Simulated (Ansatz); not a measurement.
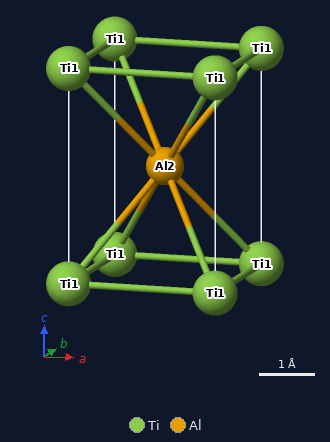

Figure 1. The structure as given in the input (ball-and-stick view of the cell of the calculation, seen at an oblique angle; atoms are numbered from 1 in the order of the input). An atom can appear more than once, as a periodic image. Near neighbours in the periodic cell (some may lie outside the picture): Ti has 8 Al at 2.85 Å and 4 Ti at 2.84 Å; Al has 4 Al at 2.84 Å and 8 Ti at 2.85 Å.

## Geometry relaxation, with input and output: TiAl (part 1 of 2)

TiAl (P4/mmm, 2 atoms in the cell), computed with DFT PBE, scalar-relativistic, plane waves, PAW, no spin polarisation (Ansatz 0.2.0).

The structure derives from an entry of the Crystallography Open Database. Figures and captions count atoms from 1; the log counts them from 0 in places.

What the program printed
```
Engine: ansatz 0.2.0, x86_64-unknown-linux-gnu
Pseudopotentials: kind: paw
Pseudopotential: Ti, paw, valence charge 12, recommended cutoff 420 eV (normal), Ti.paw.azcp
Pseudopotential: Al, paw, valence charge 3, recommended cutoff 420 eV (normal), Al.paw.azcp
Functional definition: PBE
  parameter kappa = 0.804
  parameter beta = 0.06672455060314922
  exchange = pbe_x(kappa = kappa, mu = beta*pi^2/3)
  correlation = pbe_c(beta = beta)
Crystal: 2 atoms, lattice volume = 32.677 Å³
Basis set: ecut = 420 eV, 657 PW (Γ), exchange–correlation on 40×40×60 points (8 copies of the dense FFT grid, shifted against one another)
Bands: 12, of which v1, the nominal top of the filled ones, is band 8 counted from 1 (7 counted from 0)
Symmetry: 16 space group operations
Space group: P4/mmm (ITA 123), of the structure as read, at distance tolerance 3.2e-5 Å
k-points: 216 of 1960
Non-local potential: Ti, projectors of the file, l = 0: 3, l = 1: 2, l = 2: 3, l = 3: 1
Non-local potential: Al, projectors of the file, l = 0: 2, l = 1: 2, l = 2: 1
PAW form: soft (Blöchl's): semilocal exchange-correlation on the pseudo side does not see the compensation charge
PAW one-centre angular grid: Ti, 590 points (default); XC on 64 Gauss nodes
PAW one-centre angular grid: Al, 110 points (default); XC on 64 Gauss nodes
Initial density: superposition of atomic densities (neutral atoms: chi_scale 0, normalization atom), corrected by the library's trained network
Initial wavefunctions: pseudopotential atomic-orbital guess
Functional: x = pbe(κ = 0.804, μ = 0.2195149727645171), c = pbe(β = 0.06672455060314922)
SCF iter   1: F=—  HF=-3037.983376 eV  |F-HF|=—  |Δ(HF+E_count)|=         —  Δρ=3.50e-3  dr2=3.40e-3  ethr=1.77e-3  ⟨swp⟩=5.0  Hψ=13068  notcnv=0
preconditioner: auto → none  [metal: Δε(μ)=0.013 eV  Ē_g=5.247 eV  σ=0.100 eV  W_gap=0.07  n_scr=6 (ndim 8)  ℏωp=17.2 eV  f_vac=0.000  D(μ)=1.78/eV (n_scr^D=20)  sad-step TF]
SCF iter   2: F=—  HF=-3037.983080 eV  |F-HF|=—  |Δ(HF+E_count)|=   2.95e-4  Δρ=2.07e-3  dr2=1.59e-3  ethr=2.26e-5  ⟨swp⟩=1.0  Hψ=4322  notcnv=0
SCF iter   3: F=—  HF=-3037.982933 eV  |F-HF|=—  |Δ(HF+E_count)|=   1.47e-4  Δρ=1.28e-4  dr2=1.63e-6  ethr=1.06e-5  ⟨swp⟩=1.8  Hψ=2950  notcnv=0
SCF iter   4: F=—  HF=-3037.982970 eV  |F-HF|=—  |Δ(HF+E_count)|=   3.68e-5  Δρ=3.42e-5  dr2=1.49e-7  ethr=1.09e-8  ⟨swp⟩=2.1  Hψ=3926  notcnv=0
iter 5 did not close the SCF: its close was put off for the readings that it lacked (scf_convergence_deferred on its scf_iter line)
SCF iter   5: F=-3037.982970 eV  HF=-3037.982970 eV  |F-HF|=2.11e-8  |Δ(HF+E_count)|=   9.22e-8  Δρ=8.12e-6  dr2=2.90e-8  ethr=9.90e-10  ⟨swp⟩=2.7  Hψ=4171  notcnv=0
SCF iter   6: F=-3037.982970 eV  HF=-3037.982970 eV  |F-HF|=3.64e-12  |Δ(HF+E_count)|=   9.65e-9  Δρ=8.54e-7  dr2=1.15e-10  ethr=1.93e-10  ⟨swp⟩=4.5  Hψ=12208  notcnv=0
SCF 1 converged in 6 iterations: F = -3037.982970 eV  dr2 = 1.15e-10
  greatest PAW one-centre occupation: 0.999 electrons in one spin orbital (limit 2), on the Ti atom at site 0 (counted from 0), in its partial waves of l = 0
relax step   1: F+E_penalty+E_count = -3037.98297001 eV  Δ(F+E_penalty+E_count) = +0.000e0 eV  max|allowed force component| = 4.930e-32 eV/Å  Δτ_max = 0.0000 Å  P = -0.727 GPa  Ω = 32.677 Å³  (6 SCF iters, dr2 threshold 1.00e-7 eV, accepted)
Crystal: 2 atoms, lattice volume = 32.331 Å³
Basis set: ecut = 420 eV, 649 PW (Γ), exchange–correlation on 40×40×60 points (8 copies of the dense FFT grid, shifted against one another)
Initial density: handed on by an earlier stage of this run
Initial wavefunctions: those handed on with the density
iter 1 solved again at ethr=9.35e-7 eV; its pass at ethr=3.10e-3 eV (dr2=1.40e-4 eV) is discarded
SCF iter   1: F=—  HF=-3037.983962 eV  |F-HF|=—  |Δ(HF+E_count)|=         —  Δρ=5.91e-4  dr2=1.49e-4  ethr=9.35e-7  ⟨swp⟩=2.0  Hψ=16619  notcnv=0
preconditioner: auto → none  [metal: Δε(μ)=0.033 eV  Ē_g=5.308 eV  σ=0.100 eV  W_gap=0.19  n_scr=6 (ndim 8)  ℏωp=17.3 eV  f_vac=0.000  D(μ)=1.70/eV (n_scr^D=14)]
SCF iter   2: F=—  HF=-3037.983942 eV  |F-HF|=—  |Δ(HF+E_count)|=   2.01e-5  Δρ=2.01e-4  dr2=7.12e-6  ethr=9.35e-7  ⟨swp⟩=2.0  Hψ=3342  notcnv=0
SCF iter   3: F=—  HF=-3037.983941 eV  |F-HF|=—  |Δ(HF+E_count)|=   1.05e-6  Δρ=7.94e-5  dr2=9.23e-7  ethr=4.74e-8  ⟨swp⟩=1.9  Hψ=2933  notcnv=0
iter 4 did not close the SCF: its close was put off for the readings that it lacked (scf_convergence_deferred on its scf_iter line)
SCF iter   4: F=-3037.983941 eV  HF=-3037.983941 eV  |F-HF|=2.49e-9  |Δ(HF+E_count)|=   1.14e-7  Δρ=5.95e-6  dr2=4.88e-9  ethr=6.15e-9  ⟨swp⟩=2.0  Hψ=3189  notcnv=0
iter 5 did not close the SCF: its close was put off for the readings that it lacked (scf_convergence_deferred on its scf_iter line)
SCF iter   5: F=-3037.983941 eV  HF=-3037.983941 eV  |F-HF|=5.46e-12  |Δ(HF+E_count)|=   3.32e-9  Δρ=7.06e-7  dr2=6.78e-11  ethr=3.25e-11  ⟨swp⟩=2.6  Hψ=3998  notcnv=0
SCF iter   6: F=-3037.983941 eV  HF=-3037.983941 eV  |F-HF|=2.73e-12  |Δ(HF+E_count)|=  4.55e-13  Δρ=1.21e-7  dr2=3.10e-12  ethr=1.00e-12  ⟨swp⟩=3.3  Hψ=9956  notcnv=0
SCF 2 converged in 6 iterations: F = -3037.983941 eV  dr2 = 3.10e-12
relax step   2: F+E_penalty+E_count = -3037.98394101 eV  Δ(F+E_penalty+E_count) = -9.710e-4 eV  max|allowed force component| = 1.528e-30 eV/Å  Δτ_max = 0.0000 Å  P = +0.487 GPa  Ω = 32.331 Å³  energy of the carried Pulay correction = +9.392e-5 eV  (6 SCF iters, dr2 threshold 2.00e-7 eV, accepted)
Crystal: 2 atoms, lattice volume = 32.455 Å³
iter 1 solved again at ethr=4.57e-8 eV; its pass at ethr=3.10e-3 eV (dr2=6.86e-6 eV) is discarded
SCF iter   1: F=—  HF=-3037.984083 eV  |F-HF|=—  |Δ(HF+E_count)|=         —  Δρ=1.28e-4  dr2=7.65e-6  ethr=4.57e-8  ⟨swp⟩=2.0  Hψ=16305  notcnv=0
preconditioner: auto → none  [metal: Δε(μ)=0.032 eV  Ē_g=5.289 eV  σ=0.100 eV  W_gap=0.18  n_scr=6 (ndim 8)  ℏωp=17.2 eV  f_vac=0.000  D(μ)=1.71/eV (n_scr^D=16)]
SCF iter   2: F=—  HF=-3037.984114 eV  |F-HF|=—  |Δ(HF+E_count)|=   3.01e-5  Δρ=5.13e-5  dr2=5.23e-7  ethr=4.57e-8  ⟨swp⟩=2.0  Hψ=3344  notcnv=0
iter 3 did not close the SCF: its close was put off for the readings that it lacked (scf_convergence_deferred on its scf_iter line)
SCF iter   3: F=-3037.984113 eV  HF=-3037.984113 eV  |F-HF|=2.82e-8  |Δ(HF+E_count)|=   3.91e-7  Δρ=1.46e-5  dr2=4.74e-8  ethr=3.48e-9  ⟨swp⟩=2.3  Hψ=3152  notcnv=0
iter 4 did not close the SCF: its close was put off for the readings that it lacked (scf_convergence_deferred on its scf_iter line)
SCF iter   4: F=-3037.984113 eV  HF=-3037.984113 eV  |F-HF|=1.80e-10  |Δ(HF+E_count)|=   2.23e-8  Δρ=1.37e-6  dr2=3.00e-10  ethr=3.16e-10  ⟨swp⟩=2.0  Hψ=3308  notcnv=0
iter 5 did not close the SCF: its close was put off for the readings that it lacked (scf_convergence_deferred on its scf_iter line)
SCF iter   5: F=-3037.984113 eV  HF=-3037.984113 eV  |F-HF|=4.55e-13  |Δ(HF+E_count)|=  2.15e-10  Δρ=2.84e-7  dr2=1.22e-11  ethr=2.00e-12  ⟨swp⟩=2.6  Hψ=3932  notcnv=0
SCF iter   6: F=-3037.984113 eV  HF=-3037.984113 eV  |F-HF|=0.00e0  |Δ(HF+E_count)|=  1.36e-12  Δρ=3.69e-8  dr2=4.34e-13  ethr=1.00e-12  ⟨swp⟩=3.2  Hψ=9386  notcnv=0
SCF 3 converged in 6 iterations: F = -3037.984113 eV  dr2 = 4.34e-13
relax step   3: F+E_penalty+E_count = -3037.98411315 eV  Δ(F+E_penalty+E_count) = -1.721e-4 eV  max|allowed force component| = 1.294e-31 eV/Å  Δτ_max = 0.0000 Å  P = +0.046 GPa  Ω = 32.455 Å³  energy of the carried Pulay correction = +5.967e-5 eV  (6 SCF iters, dr2 threshold 2.00e-7 eV, accepted)
Crystal: 2 atoms, lattice volume = 32.468 Å³
iter 1 solved again at ethr=9.33e-10 eV; its pass at ethr=3.10e-3 eV (dr2=1.40e-7 eV) is discarded
SCF iter   1: F=—  HF=-3037.984084 eV  |F-HF|=—  |Δ(HF+E_count)|=         —  Δρ=3.55e-5  dr2=2.12e-7  ethr=9.33e-10  ⟨swp⟩=2.1  Hψ=16152  notcnv=0
preconditioner: auto → none  [metal: Δε(μ)=0.034 eV  Ē_g=5.288 eV  σ=0.100 eV  W_gap=0.19  n_scr=6 (ndim 8)  ℏωp=17.2 eV  f_vac=0.000  D(μ)=1.71/eV (n_scr^D=16)]
SCF iter   2: F=—  HF=-3037.984118 eV  |F-HF|=—  |Δ(HF+E_count)|=   3.36e-5  Δρ=1.59e-5  dr2=3.98e-8  ethr=9.33e-10  ⟨swp⟩=2.1  Hψ=3417  notcnv=0
iter 3 did not close the SCF: its close was put off for the readings that it lacked (scf_convergence_deferred on its scf_iter line)
SCF iter   3: F=-3037.984118 eV  HF=-3037.984118 eV  |F-HF|=5.93e-10  |Δ(HF+E_count)|=   1.61e-9  Δρ=3.30e-6  dr2=2.24e-9  ethr=2.66e-10  ⟨swp⟩=1.0  Hψ=2617  notcnv=0
iter 4 did not close the SCF: its close was put off for the readings that it lacked (scf_convergence_deferred on its scf_iter line)
SCF iter   4: F=-3037.984118 eV  HF=-3037.984118 eV  |F-HF|=8.64e-12  |Δ(HF+E_count)|=  9.55e-11  Δρ=3.48e-7  dr2=2.76e-11  ethr=1.49e-11  ⟨swp⟩=2.5  Hψ=3673  notcnv=0
iter 5 did not close the SCF: its close was put off for the readings that it lacked (scf_convergence_deferred on its scf_iter line)
SCF iter   5: F=-3037.984118 eV  HF=-3037.984118 eV  |F-HF|=9.09e-13  |Δ(HF+E_count)|=    0.00e0  Δρ=1.05e-7  dr2=2.61e-12  ethr=1.00e-12  ⟨swp⟩=1.3  Hψ=2919  notcnv=0
SCF iter   6: F=-3037.984118 eV  HF=-3037.984118 eV  |F-HF|=9.09e-13  |Δ(HF+E_count)|=  9.09e-13  Δρ=3.98e-8  dr2=5.72e-13  ethr=1.00e-12  ⟨swp⟩=3.0  Hψ=8650  notcnv=0
SCF 4 converged in 6 iterations: F = -3037.984118 eV  dr2 = 5.72e-13
relax step   4: F+E_penalty+E_count = -3037.98411756 eV  Δ(F+E_penalty+E_count) = -4.410e-6 eV  max|allowed force component| = 2.465e-32 eV/Å  Δτ_max = 0.0000 Å  P = +0.000 GPa  Ω = 32.468 Å³  energy of the carried Pulay correction = +5.597e-5 eV  (6 SCF iters, accepted)
Initial wavefunctions: pseudopotential atomic-orbital guess (no wavefunctions were taken with the density)
iter 1 solved again at ethr=3.48e-9 eV; its pass at ethr=3.10e-3 eV (dr2=5.22e-7 eV) is discarded
SCF iter   1: F=—  HF=-3037.984033 eV  |F-HF|=—  |Δ(HF+E_count)|=         —  Δρ=9.34e-6  dr2=4.11e-9  ethr=3.48e-9  ⟨swp⟩=3.0  Hψ=20717  notcnv=0
SCF iter   2: F=—  HF=-3037.984067 eV  |F-HF|=—  |Δ(HF+E_count)|=   3.37e-5  Δρ=4.42e-6  dr2=8.02e-10  ethr=2.74e-11  ⟨swp⟩=2.0  Hψ=4259  notcnv=0
SCF iter   3: F=—  HF=-3037.984067 eV  |F-HF|=—  |Δ(HF+E_count)|=   3.85e-9  Δρ=1.46e-6  dr2=9.28e-11  ethr=5.35e-12  ⟨swp⟩=2.0  Hψ=3305  notcnv=0
iter 4 did not close the SCF: its close was put off for the readings that it lacked (scf_convergence_deferred on its scf_iter line)
SCF iter   4: F=-3037.984067 eV  HF=-3037.984067 eV  |F-HF|=9.09e-13  |Δ(HF+E_count)|=  5.15e-10  Δρ=1.17e-7  dr2=3.39e-12  ethr=1.00e-12  ⟨swp⟩=2.3  Hψ=3587  notcnv=0
iter 5 did not close the SCF: its close was put off for the readings that it lacked (scf_convergence_deferred on its scf_iter line)
SCF iter   5: F=-3037.984067 eV  HF=-3037.984067 eV  |F-HF|=0.00e0  |Δ(HF+E_count)|=  1.82e-12  Δρ=3.44e-8  dr2=2.78e-13  ethr=1.00e-12  ⟨swp⟩=1.0  Hψ=2592  notcnv=0
iter 6 did not close the SCF: its close was put off for the readings that it lacked (scf_convergence_deferred on its scf_iter line)
SCF iter   6: F=-3037.984067 eV  HF=-3037.984067 eV  |F-HF|=0.00e0  |Δ(HF+E_count)|=  9.09e-13  Δρ=1.06e-8  dr2=2.27e-14  ethr=1.00e-12  ⟨swp⟩=1.0  Hψ=2592  notcnv=0
iter 7 did not close the SCF: its close was put off for the readings that it lacked (scf_convergence_deferred on its scf_iter line)
SCF iter   7: F=-3037.984067 eV  HF=-3037.984067 eV  |F-HF|=4.55e-13  |Δ(HF+E_count)|=  9.09e-13  Δρ=3.71e-9  dr2=2.60e-15  ethr=1.00e-12  ⟨swp⟩=1.0  Hψ=2592  notcnv=0
SCF iter   8: F=-3037.984067 eV  HF=-3037.984067 eV  |F-HF|=9.09e-13  |Δ(HF+E_count)|=    0.00e0  Δρ=1.47e-9  dr2=3.87e-16  ethr=1.00e-12  ⟨swp⟩=1.4  Hψ=6150  notcnv=0
SCF 5 converged in 8 iterations: F = -3037.984067 eV  dr2 = 3.87e-16
relax step   5: F+E_penalty+E_count = -3037.98406676 eV  Δ(F+E_penalty+E_count) = +5.080e-5 eV  max|allowed force component| = 2.465e-32 eV/Å  Δτ_max = 0.0000 Å  P = -0.002 GPa  Ω = 32.468 Å³  stress off target by 1.39e-2 GPa  SCF on the basis re-selected at this cell (its energy is not comparable with the rows above)  (8 SCF iters)
```

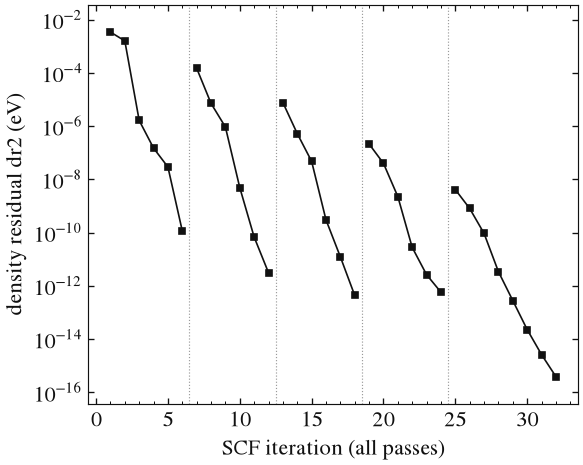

Figure 2. Convergence of the self-consistent field: density residual dr2 against the SCF iteration. The dotted lines part the SCF passes of the relaxation: geometry steps, rejected trials and re-solves on a re-selected basis. The 5 passes take 6 to 8 iterations each, 32 in all.

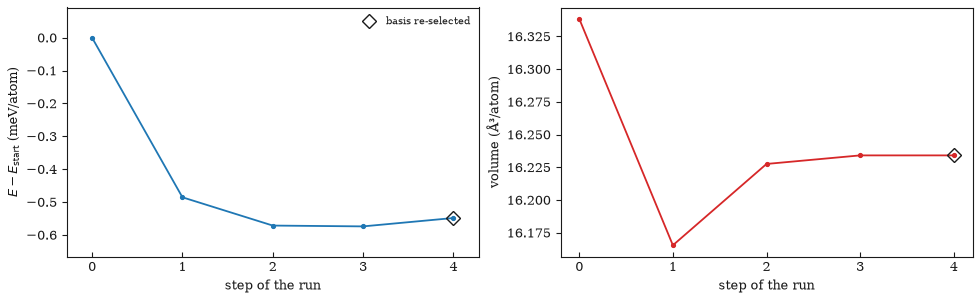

Figure 3. Progress of the relaxation, step by step (the first geometry is step 0 here and step 1 in the log).
